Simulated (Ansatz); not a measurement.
VSi2

The calculation's input:

```
crystal:
  lattice:
    - [4.5726009694, 0.0, 0.0]
    - [-2.2863004847, 3.9599886008, 0.0]
    - [0.0, 0.0, 6.3744]
  atoms:
    - { symbol: V, position: [0.5, 0.0, 0.0] }
    - { symbol: V, position: [0.5, 0.5, 0.6666666667] }
    - { symbol: V, position: [0.0, 0.5, 0.3333333333] }
    - { symbol: Si, position: [0.1626, 0.3252, 0.0] }
    - { symbol: Si, position: [0.8374, 0.1626, 0.6666666667] }
    - { symbol: Si, position: [0.6748, 0.8374, 0.3333333333] }
    - { symbol: Si, position: [0.8374, 0.6748, 0.0] }
    - { symbol: Si, position: [0.1626, 0.8374, 0.6666666667] }
    - { symbol: Si, position: [0.3252, 0.1626, 0.3333333333] }
basis:
  ecutwfc: 420
kpoints:
  mp_grid: { grid: [9, 9, 6] }
hamiltonian:
  xc: pbe
scf:
  occupations: { method: gaussian, width: 0.1 }
output:
  forces: true
  stress: true
  eigenvalues: true
  populations: true
  write_density: true
  write_potential: true
  elf: true
  volumetric_format: npy
```

Run with:

```sh
ansatz run input.yaml --threads 2 --pin off --max-ram 2662MiB --backend cpu --events-out ev --progress --plain --runs-dir out
```

Below, planes, directions and counts refer to the conventional cell (a = 4.57 Å, b = 4.57 Å, c = 6.37 Å, α = 90.00°, β = 90.00°, γ = 120.00°).

Space group P6₄22; computed without spin polarisation.

Theory: DFT PBE, scalar-relativistic, plane waves, PAW (Ansatz 0.2.0).

### What will maps of the valence pseudo-density and electron localisation function show?

V–Si (2.67 Å): the density is about 0.29 e/Å³ at the midpoint; the ELF peaks at about 0.70 in the valence shell of Si, 0.9 Å from its nucleus, and is about 0.40 at the midpoint.

### Does the calculation give a band gap?

It is metallic or semimetallic at this level of theory: no gap opens.

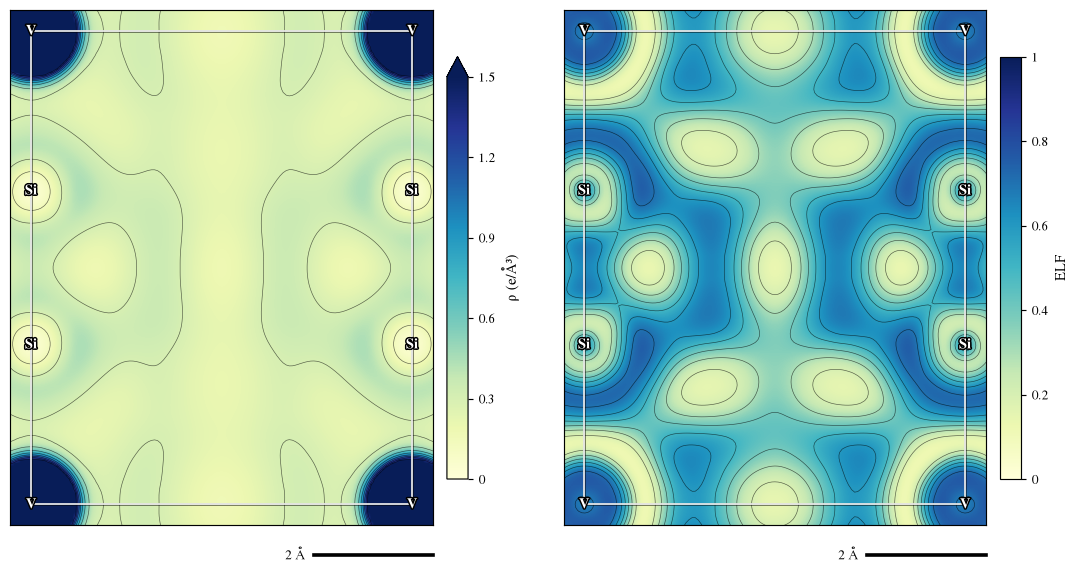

Computed valence pseudo-density and electron localisation function on the (110) plane of the conventional cell, in this order. 

In a PAW calculation such maps are meaningful between the atoms, not at the nuclei.
